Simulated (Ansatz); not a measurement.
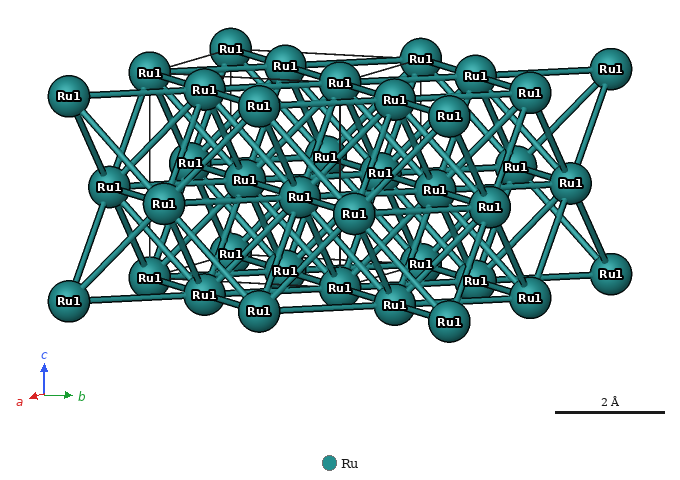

The input geometry of run 1 (ball-and-stick view of the cell 4 times as large as that of the calculation, set on its symmetry axes, repeated 2 × 2 × 1, seen slightly off an axis; atoms are numbered from 1 in the order of the input). Near neighbours in the crystal (not all of them lie inside the picture): Ru has 12 Ru at 2.69 Å.

## Two runs on Ru

System: Ru (Fm-3m, 1 atom in the cell).
Method of run 1: DFT r2SCAN, scalar-relativistic, plane waves, PAW, no spin polarisation (Ansatz 0.2.0).

The structure was built on a prototype by a generator; it need not be a known phase. Text and figures count atoms from 1; the logs count them from 0 in places.

## The input, run 1
```yaml
crystal:
  lattice:
    - [0.0, 1.9033641158, 1.9033641158]
    - [1.9033641158, 0.0, 1.9033641158]
    - [1.9033641158, 1.9033641158, 0.0]
  atoms:
    - { symbol: Ru, position: [0.0, 0.0, 0.0] }
basis:
  ecutwfc: 600
  ecutrho_ratio: 5
kpoints:
  mp_grid: { grid: [18, 18, 18] }
hamiltonian:
  xc: r2scan
scf:
  occupations: { method: gaussian, width: 0.05 }
output:
  forces: true
  stress: true
  eigenvalues: true
```

Hardware: 2 threads of an x86-64 CPU, shared host.

## Output, shortened to warnings, some set-up lines, iterations and results (run 1)
```
Basis set: ecut = 600 eV, 459 PW (Γ), exchange–correlation on 100×100×100 points (64 copies of the dense FFT grid, shifted against one another)
Symmetry: 48 space group operations
k-points: 195 of 5832
Initial density: superposition of atomic densities (neutral atoms: chi_scale 0, normalization atom), corrected by the library's trained network
[...]
SCF iter   1: F=—  HF=-5890.573535 eV  |F-HF|=—  |Δ(HF+E_count)|=         —  Δρ=1.08e-2  dr2=4.13e-3  dr2_τ=5.82e-3  ethr=1.77e-3  ⟨swp⟩=5.7  Hψ=13990  notcnv=0
SCF iter   2: F=—  HF=-5890.581274 eV  |F-HF|=—  |Δ(HF+E_count)|=   7.74e-3  Δρ=5.05e-3  dr2=9.85e-4  dr2_τ=8.93e-5  ethr=2.58e-5  ⟨swp⟩=2.0  Hψ=6196  notcnv=0  defer=44
SCF iter   3: F=—  HF=-5890.581549 eV  |F-HF|=—  |Δ(HF+E_count)|=   2.75e-4  Δρ=1.37e-3  dr2=1.14e-4  dr2_τ=3.24e-5  ethr=6.16e-6  ⟨swp⟩=2.6  Hψ=3091  notcnv=0  defer=44
SCF iter   4: F=—  HF=-5890.581543 eV  |F-HF|=—  |Δ(HF+E_count)|=   6.48e-6  Δρ=1.50e-4  dr2=1.36e-6  dr2_τ=5.24e-7  ethr=7.15e-7  ⟨swp⟩=2.7  Hψ=3745  notcnv=0  defer=44
SCF iter   5: F=—  HF=-5890.581546 eV  |F-HF|=—  |Δ(HF+E_count)|=   3.03e-6  Δρ=9.78e-5  dr2=4.92e-7  dr2_τ=8.53e-8  ethr=8.49e-9  ⟨swp⟩=2.3  Hψ=2985  notcnv=0  defer=44
SCF iter   6: F=-5890.581547 eV  HF=-5890.581547 eV  |F-HF|=3.33e-9  |Δ(HF+E_count)|=   1.55e-6  Δρ=7.19e-6  dr2=2.65e-9  dr2_τ=8.55e-9  ethr=6.25e-10  ⟨swp⟩=4.2  Hψ=11350  …
SCF 1 converged in 6 iterations: F = -5890.581547 eV  dr2 = 2.65e-9
SCF converged after 6 iterations
Free energy (F): -5890.581547 eV
Harris-Foulkes:  -5890.581547 eV  (|F-HF|=3.33e-9)
Internal energy: -5890.580256 eV  (E = F + TS)
E sigma→0 (E₀):  -5890.580902 eV
Entropy (-TS):   -0.001291 eV (-1.291 meV/atom)
Fermi energy:    22.794952 eV
--- Per-component energies (eV) ---
  E_band       = -75.041463
  E_kinetic    = 513.616361
  E_local      = -1272.676962  (includes V_loc(G=0)·N_el)
  E_nonlocal   = 342.968931
  E_hartree    = 408.606868
  E_xc         = -183.971593
  E_vxc        = -266.528087  (∫ρ·V_xc dr)
  E_paw        = -3478.898830  (= ΣΔE_a)
  E_vpaw       = -228.411829  (= ΣTr[D̂ρ^β])
  E_aug_tail   = 0.000035  (compensation charges beyond the density's cutoff)
  E_vtau       = 18.774827  (kinetic-family band-sum trace: ∫τ·v_τ [+ j·A + Jᵃ·Aᵃ] dr)
  E_ewald      = -2219.914111
  E_core_change = -0.310956  (= ΣΔE_core)
  E_smearing   = -0.001291  (= −TS)
  E_closure    = -0.000000  (closes the sum)
  Σ components = -5890.581547   (vs F -5890.581547, Δ=0.00e0)
--- Forces (eV/Å), atoms counted from 1 ---
  atom   1  Ru    -0.00000000     0.00000000     0.00000000
  max |Σ_I F_I| component: 2.98e-32 eV/Å
--- Stress (GPa, compression-positive) ---
       -5.610079       0.000000       0.000000
       -0.000000      -5.610079       0.000000
        0.000000      -0.000000      -5.610079
  P = ⅓ Tr σ = -5.6101 GPa (-56.101 kbar)
```

For run 2 the input was changed thus:
```diff
-    - [0.0, 1.9033641158, 1.9033641158]
-    - [1.9033641158, 0.0, 1.9033641158]
-    - [1.9033641158, 1.9033641158, 0.0]
+    - [0.0, 1.892245674, 1.892245674]
+    - [1.892245674, 0.0, 1.892245674]
+    - [1.892245674, 1.892245674, 0.0]
```

How does run 2 compare with run 1?

With the same functional and potentials, run 2 lies 4.3 meV per atom lower. The pressure goes from −5.61 to −0.02 GPa. The volume per atom goes from 13.79 to 13.55 Å³. The cell is scaled evenly with the atoms at fixed fractional positions, so −ΔP/Δ ln V estimates the bulk modulus midway between the two volumes: about 320 GPa. The number of SCF iterations is the same.

## Output, shortened to warnings, some set-up lines, iterations and results (run 2)
```
Basis set: ecut = 600 eV, 459 PW (Γ), exchange–correlation on 96×96×96 points (64 copies of the dense FFT grid, shifted against one another)
Symmetry: 48 space group operations
k-points: 195 of 5832
Initial density: superposition of atomic densities (neutral atoms: chi_scale 0, normalization atom), corrected by the library's trained network
[...]
SCF iter   1: F=—  HF=-5890.577871 eV  |F-HF|=—  |Δ(HF+E_count)|=         —  Δρ=1.11e-2  dr2=4.25e-3  dr2_τ=5.89e-3  ethr=1.77e-3  ⟨swp⟩=5.7  Hψ=13947  notcnv=0
SCF iter   2: F=—  HF=-5890.585591 eV  |F-HF|=—  |Δ(HF+E_count)|=   7.72e-3  Δρ=5.12e-3  dr2=9.87e-4  dr2_τ=9.03e-5  ethr=2.65e-5  ⟨swp⟩=2.0  Hψ=6196  notcnv=0  defer=44
SCF iter   3: F=—  HF=-5890.585839 eV  |F-HF|=—  |Δ(HF+E_count)|=   2.48e-4  Δρ=1.42e-3  dr2=1.09e-4  dr2_τ=3.20e-5  ethr=6.17e-6  ⟨swp⟩=2.6  Hψ=3088  notcnv=0  defer=44
SCF iter   4: F=—  HF=-5890.585838 eV  |F-HF|=—  |Δ(HF+E_count)|=   1.02e-6  Δρ=1.52e-4  dr2=1.30e-6  dr2_τ=4.48e-7  ethr=6.82e-7  ⟨swp⟩=2.8  Hψ=3807  notcnv=0  defer=44
SCF iter   5: F=—  HF=-5890.585840 eV  |F-HF|=—  |Δ(HF+E_count)|=   2.20e-6  Δρ=9.71e-5  dr2=4.62e-7  dr2_τ=6.63e-8  ethr=8.12e-9  ⟨swp⟩=2.3  Hψ=3041  notcnv=0  defer=44
SCF iter   6: F=-5890.585842 eV  HF=-5890.585842 eV  |F-HF|=1.65e-9  |Δ(HF+E_count)|=   1.45e-6  Δρ=4.84e-6  dr2=1.69e-9  dr2_τ=2.07e-9  ethr=6.25e-10  ⟨swp⟩=4.0  Hψ=11145  …
SCF 1 converged in 6 iterations: F = -5890.585842 eV  dr2 = 1.69e-9
SCF converged after 6 iterations
Free energy (F): -5890.585842 eV
Harris-Foulkes:  -5890.585842 eV  (|F-HF|=1.65e-9)
Internal energy: -5890.584588 eV  (E = F + TS)
E sigma→0 (E₀):  -5890.585215 eV
Entropy (-TS):   -0.001254 eV (-1.254 meV/atom)
Fermi energy:    23.295182 eV
--- Per-component energies (eV) ---
  E_band       = -67.824041
  E_kinetic    = 514.374408
  E_local      = -1254.432989  (includes V_loc(G=0)·N_el)
  E_nonlocal   = 343.029176
  E_hartree    = 402.920192
  E_xc         = -184.254391
  E_vxc        = -266.950459  (∫ρ·V_xc dr)
  E_paw        = -3478.952201  (= ΣΔE_a)
  E_vpaw       = -228.482588  (= ΣTr[D̂ρ^β])
  E_aug_tail   = 0.000037  (compensation charges beyond the density's cutoff)
  E_vtau       = 18.796921  (kinetic-family band-sum trace: ∫τ·v_τ [+ j·A + Jᵃ·Aᵃ] dr)
  E_ewald      = -2232.957865
  E_core_change = -0.310956  (= ΣΔE_core)
  E_smearing   = -0.001254  (= −TS)
  E_closure    = -0.000000  (closes the sum)
  Σ components = -5890.585842   (vs F -5890.585842, Δ=0.00e0)
--- Forces (eV/Å), atoms counted from 1 ---
  atom   1  Ru    -0.00000000     0.00000000     0.00000000
  max |Σ_I F_I| component: 1.07e-31 eV/Å
--- Stress (GPa, compression-positive) ---
       -0.019009       0.000000       0.000000
       -0.000000      -0.019009       0.000000
       -0.000000      -0.000000      -0.019009
  P = ⅓ Tr σ = -0.0190 GPa (-0.190 kbar)
```

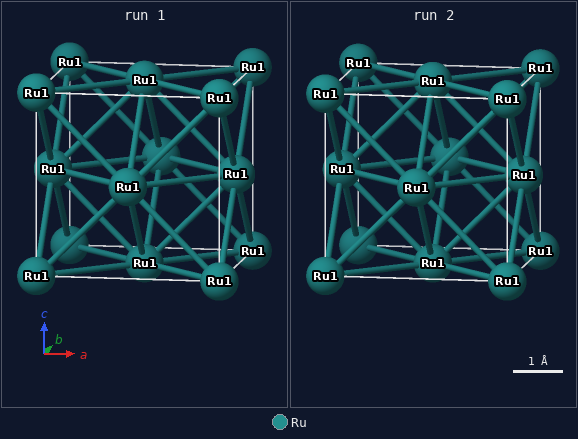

The two input geometries at one scale (ball-and-stick view of the cell 4 times as large as that of the calculation, set on its symmetry axes, seen slightly off an axis). No atom moves by more than 0.005 Å relative to the cell. The volume changes by −1.7 %, with a = b = c 3.807 → 3.784 Å (−0.6 %). Among the contacts that change: Ru1–Ru1 2.692 → 2.676 Å.

## The two runs side by side

```tsv
quantity	run 1	run 2
outcome	converged	converged
free energy per atom (eV)	−5890.5815	−5890.5858
energy per atom, smearing taken to zero (eV)	−5890.5809	−5890.5852
gap on the mesh (eV)	0.00	0.00
pressure (GPa)	−5.61	−0.02
volume per atom (Å³)	13.79	13.55
largest force (eV/Å)	0.000	0.000
SCF iterations	6	6
irreducible k-points	195	195
plane waves at Γ	459	459
wall time (shared host)	3.1 s	3.3 s
```

For run 1: The cell is under a tension of 5.6 GPa at this level, so it is not at its equilibrium volume.
